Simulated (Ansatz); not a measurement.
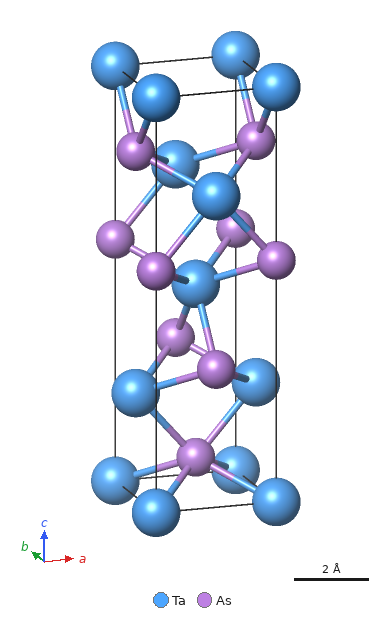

Crystal structure, ball-and-stick style, seen slightly off an axis. The conventional unit cell is drawn as a box. Cell: a = 3.46 Å, b = 3.46 Å, c = 11.73 Å, α = 90.00°, β = 90.00°, γ = 90.00°.

The model was built from a structure listed in the Materials Project. Earlier steps of the study may have refined or changed the cell and positions. A calculation with Ansatz used it as input.

> State composition, symmetry and coordination.

The material is TaAs. Space group: I4_1md (No. 109). Lattice: body-centred tetragonal. In the cell are 4 Ta, 4 As, which makes 4 formula units. Each Ta is bonded to six As in a trigonal prismatic arrangement at about 2.6 Å. Each As atom has six Ta in a trigonal prismatic arrangement at about 2.6 Å around it. Not all metal-metal contacts are counted. The bonds build a three-dimensional framework.

The numbers come from Ansatz 0.2.0, DFT LDA, scalar-relativistic, plane waves, PAW, using a basis cut at 420 eV, k-points about 0.14 Å⁻¹ apart, Gaussian smearing of 0.1 eV, no spin polarisation.

> What is the electronic character?

A metal: bands cross the Fermi level.

> Give the Bader charge of each element.

Ta +1.03 e; As -1.03 e.

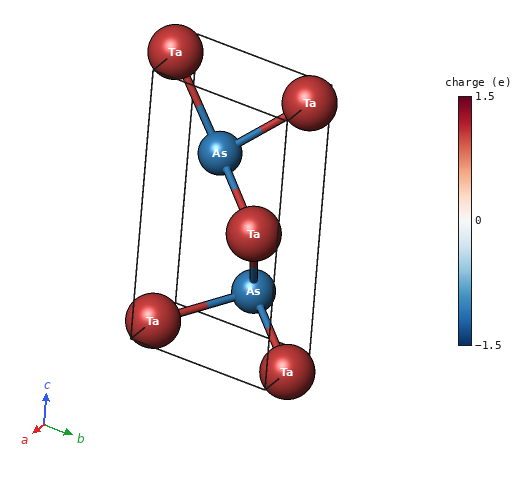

The atoms coloured by those charges. The run's cell of 4 atoms is drawn in a reduced setting, so axes and origin can differ from the first picture.

> Is the structure relaxed at this level of theory?

No. The largest force is 0.01 eV/Å. The pressure is -9.5 GPa, so the cell would contract.
